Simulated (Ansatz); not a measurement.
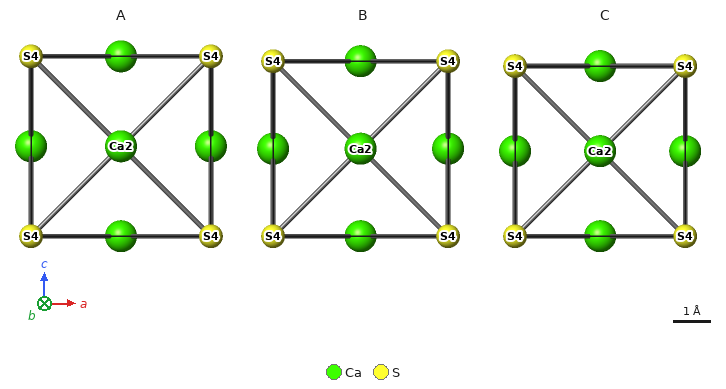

3 geometries from one relaxation of a crystal of Ca3S (built on the Cu3Au (L1_2)_221 type), in shuffled order. A ball-and-stick model of the cell of the calculation, seen along the b axis.

Case: Cu3Au (L1_2) type (Pm-3m, No. 221).

Method: DFT r2SCAN, scalar-relativistic, plane waves, PAW (Ansatz). Settings: plane-wave cutoff 500 eV; k-point mesh 10 × 10 × 10; occupations gaussian; smearing width 0.1 eV; no spin polarisation; cell and atoms relaxed; force threshold 0.01 eV/Å; at most 80 steps.

> Put them in the order of the run, from the start to the converged end.

C, B, A. They are steps 0, 1, 3, at +47.2 meV per atom, +11.9 meV per atom relative to the last. No atom moves by more than 0.005 Å relative to the cell. Cell: a = b = c 4.692 → 4.960 Å (+5.7 %). Volume +18.2 %. Among the contacts that change: Ca–Ca 3.318 → 3.507 Å, Ca–S 3.318 → 3.507 Å. The space group stays Pm-3m (No. 221). After 2 accepted moves (3 points after the start) the energy has fallen by 47.2 meV per atom. All forces vanish by symmetry, so only the cell relaxes. The pressure goes from 3.43 to −0.01 GPa. At 1 point the geometry stayed and the basis and grid were re-selected for the new cell (energy shift of 0.7 meV per atom at most each time).
